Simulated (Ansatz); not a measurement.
Consider Si62C (cell with a defect).

Input

```
crystal:
  lattice:
    - [10.86, 0.0, 0.0]
    - [0.0, 10.86, 0.0]
    - [0.0, 0.0, 10.86]
  atoms:
    - { symbol: Si, position: [0.4992584, 0.0013146, 0.000442] }
    - { symbol: Si, position: [0.6244849, 0.1291456, 0.1302861] }
    - { symbol: Si, position: [0.7503649, 0.2502232, 0.0062416] }
    - { symbol: Si, position: [0.8712763, 0.3755682, 0.1278284] }
    - { symbol: Si, position: [0.7475488, -0.0016513, 0.2506427] }
    - { symbol: Si, position: [0.8767023, 0.127978, 0.3696213] }
    - { symbol: Si, position: [0.003804, -0.0007747, -0.0061] }
    - { symbol: Si, position: [0.1239196, 0.1190353, 0.1211757] }
    - { symbol: Si, position: [0.2450634, 0.2522627, 0.0014779] }
    - { symbol: Si, position: [0.3701253, 0.3734063, 0.1202227] }
    - { symbol: Si, position: [0.4996766, 0.4972413, 0.0004678] }
    - { symbol: Si, position: [0.626732, 0.6264874, 0.1249088] }
    - { symbol: Si, position: [0.7491208, 0.7508061, 0.0018596] }
    - { symbol: Si, position: [0.8709245, 0.8727734, 0.1301968] }
    - { symbol: Si, position: [0.2508806, 0.0018465, 0.2451995] }
    - { symbol: C, position: [0.3767314, 0.1235446, 0.3764173] }
    - { symbol: Si, position: [0.4983486, 0.2470619, 0.2493061] }
    - { symbol: Si, position: [0.6225302, 0.3752299, 0.3726379] }
    - { symbol: Si, position: [0.7539144, 0.4951809, 0.2469942] }
    - { symbol: Si, position: [0.8766396, 0.629346, 0.3717099] }
    - { symbol: Si, position: [0.6262672, 0.1196977, 0.6247413] }
    - { symbol: Si, position: [0.7500106, 0.2439903, 0.5003715] }
    - { symbol: Si, position: [0.8708948, 0.3752926, 0.6218836] }
    - { symbol: Si, position: [0.7440483, 0.0017348, 0.7513431] }
    - { symbol: Si, position: [0.8806351, 0.1263373, 0.8784303] }
    - { symbol: Si, position: [0.0003656, 0.4984047, -0.0026249] }
    - { symbol: Si, position: [0.1261421, 0.6272428, 0.1224267] }
    - { symbol: Si, position: [0.2455845, 0.7500231, 0.0035016] }
    - { symbol: Si, position: [0.3754358, 0.8720042, 0.1266127] }
    - { symbol: Si, position: [0.000112, 0.2545186, 0.2527252] }
    - { symbol: Si, position: [0.1226448, 0.381373, 0.3682941] }
    - { symbol: Si, position: [0.2465302, 0.4997024, 0.2464859] }
    - { symbol: Si, position: [0.3778523, 0.6292403, 0.3770763] }
    - { symbol: Si, position: [0.5005319, 0.7494475, 0.2493517] }
    - { symbol: Si, position: [0.622849, 0.8791699, 0.3751313] }
    - { symbol: Si, position: [-0.0059671, -0.0024569, 0.502275] }
    - { symbol: Si, position: [0.1262592, 0.1173915, 0.6243102] }
    - { symbol: Si, position: [0.2483822, 0.2461382, 0.499023] }
    - { symbol: Si, position: [0.3792019, 0.3768106, 0.6252271] }
    - { symbol: Si, position: [0.4991595, 0.4958015, 0.5012934] }
    - { symbol: Si, position: [0.6211039, 0.6255782, 0.6296508] }
    - { symbol: Si, position: [0.7519401, 0.7474862, 0.5004802] }
    - { symbol: Si, position: [0.8755058, 0.8786225, 0.6244949] }
    - { symbol: Si, position: [0.2514405, -0.0041697, 0.7529048] }
    - { symbol: Si, position: [0.3760246, 0.1220866, 0.8765517] }
    - { symbol: Si, position: [0.5032595, 0.2495249, 0.7540176] }
    - { symbol: Si, position: [0.6223114, 0.3768759, 0.8774198] }
    - { symbol: Si, position: [0.7528022, 0.4991276, 0.7520559] }
    - { symbol: Si, position: [0.8749345, 0.6257041, 0.8772955] }
    - { symbol: Si, position: [0.0026124, 0.7504624, 0.2517617] }
    - { symbol: Si, position: [0.1207655, 0.8709674, 0.378224] }
    - { symbol: Si, position: [0.0039918, 0.5004026, 0.4995532] }
    - { symbol: Si, position: [0.1260965, 0.6245032, 0.6253227] }
    - { symbol: Si, position: [0.2493793, 0.7499995, 0.4946503] }
    - { symbol: Si, position: [0.3728226, 0.873996, 0.6197367] }
    - { symbol: Si, position: [-0.0001521, 0.2488268, 0.7526506] }
    - { symbol: Si, position: [0.1232858, 0.3772624, 0.8756497] }
    - { symbol: Si, position: [0.2498029, 0.5017379, 0.7491841] }
    - { symbol: Si, position: [0.3802164, 0.622032, 0.8766257] }
    - { symbol: Si, position: [0.5056327, 0.7528961, 0.7532795] }
    - { symbol: Si, position: [0.6287868, 0.8730086, 0.8796367] }
    - { symbol: Si, position: [-0.0023876, 0.7489902, 0.7455577] }
    - { symbol: Si, position: [0.1257075, 0.8761931, 0.8763804] }
basis:
  ecutwfc: 420.0
kpoints:
  mp_grid: { grid: [1, 1, 1] }
hamiltonian:
  xc: pbesol
  pseudopotentials: { kind: paw, azcp: { folder: soft_1 } }
scf:
  occupations: { method: gaussian, width: 0.02 }
  lower_state_search: "off"
relax:
  f_tol: 0.03
  max_steps: 60
  adjacent_minimum: "off"
output:
  write_density: true
  write_potential: true
  elf: true
  volumetric_format: npy
```

Run with:

```sh
ansatz run input.yaml --threads 4 --pin off --max-ram 10240MiB --backend cpu --events-out ev --progress --plain --runs-dir out
```

The fields are those of the run's last geometry, not of the input's.

PAW files of the earlier set (soft_1).

All numbers below come from DFT PBEsol, scalar-relativistic, plane waves, PAW (Ansatz).

Question: Predict the valence pseudo-density and electron localisation function between the atoms.

Answer: Si–Si (2.33 Å): ρ is about 0.59 e/Å³ halfway; the ELF peaks at about 0.95 between the atoms: a shared electron pair.
Si–Si (2.37 Å): the density is about 0.56 e/Å³ at the midpoint; the ELF peaks at about 0.95 between the atoms: a covalent bond.

Question: Does the calculation give a band gap?

Answer: It is gapped, with a Kohn–Sham gap of 0.27 eV at the Γ point, the only k-point used.

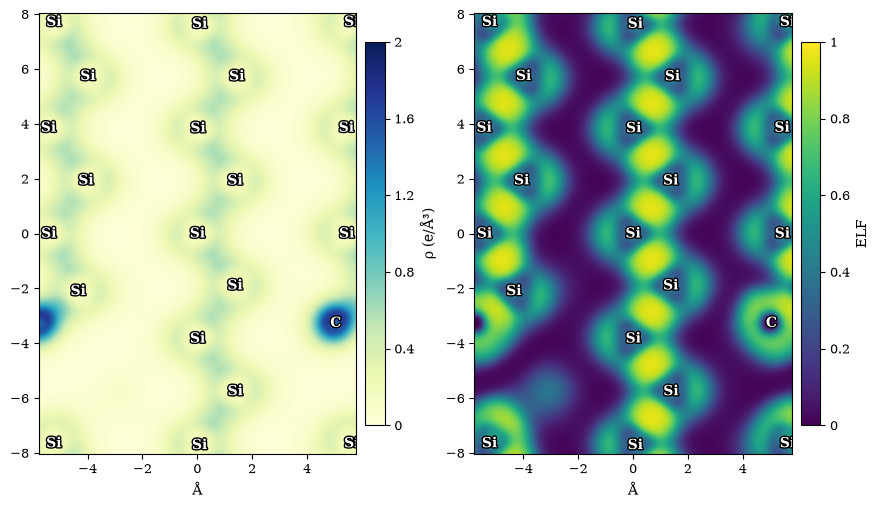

Computed valence pseudo-density and electron localisation function on the (011) plane of the calculation cell, in this order. 

In a PAW calculation such maps are meaningful between the atoms, not at the nuclei.
